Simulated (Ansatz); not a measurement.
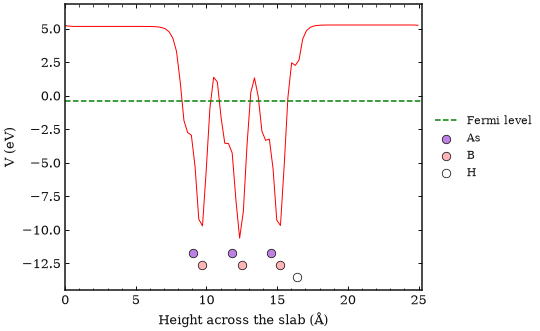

Plane-averaged electrostatic potential energy of an electron across the slab; circles at the bottom mark the heights of the atoms (positions after relaxation). System: a (111) slab cut from BAs (F-43m), of composition B3As3H (not the bulk's), ended by B above and As below, 7 atoms in the cell. Computed with Ansatz: DFT r2SCAN, scalar-relativistic, plane waves, PAW, spin-polarised, 9×9×1 k mesh, 500 eV cutoff, Gaussian smearing of 0.05 eV.

The work function is 5.65 eV at the right face and 5.54 eV at the left. The vacuum levels differ by 0.11 eV, so the slab carries a dipole along its normal. Some atoms were held fixed in the relaxation, which can itself make the faces differ. The outermost atoms are 7.4 Å apart, which leaves 17.8 Å of vacuum in a cell 25.2 Å high.

The run may have settled in a state above the lowest, so this need not be the ground state. Some starting moments didn't survive the run.
